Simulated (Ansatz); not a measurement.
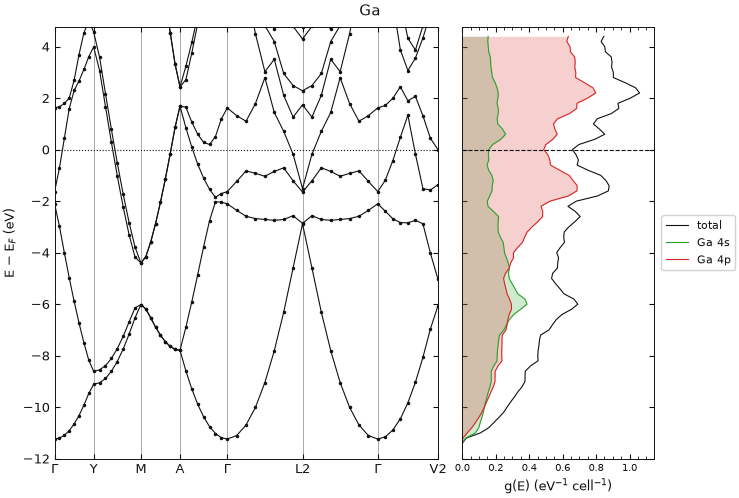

The picture comes from a calculation with Ansatz.

Band structure and density of states. Energies are counted from the Fermi level. The path runs straight from each named point to the next. The partial curves are projected on atomic shells.

Input of the run:

```
crystal:
  lattice:
    - [1.383, -4.0265, 0.0]
    - [1.383, 4.0265, 0.0]
    - [-0.11745, 0.0, 3.32993]
  atoms:
    - { symbol: Ga, position: [0.869, 0.131, 0.25] }
    - { symbol: Ga, position: [0.131, 0.869, 0.75] }
kpoints:
  mp_grid: { grid: [14, 14, 11] }
  band_path:
    path:
      - [0.0, 0.0, 0.0]
      - [-0.5, 0.5, 0.0]
      - [-0.5, 0.5, 0.5]
      - [0.0, 0.0, 0.5]
      - [0.0, 0.0, 0.0]
      - [-0.5, 0.0, 0.5]
      - [0.0, 0.0, 0.0]
      - [-0.5, 0.0, 0.0]
    npoints: 8
scf:
  occupations: { method: fermi_dirac, width: 0.05 }
hamiltonian:
  xc: pbe
  pseudopotentials: { kind: all_electron, lapw: { basis_error: 0.0005 } }
output:
  forces: true
  stress: true
  eigenvalues: true
  populations: true
  dos: { projected: true, de: 0.2, e_range: [-14, 8] }
```

> Metal, semiconductor or insulator?

A metal: 2 bands cross the Fermi level along this path.

> On which lines of the path do bands cross the Fermi level?

Bands cross the Fermi level on every line of the path.

> What is the density of states at the Fermi level?

The density of states at the Fermi level is about 0.68 per eV and cell (mean within 0.25 eV), or 0.34 per atom.
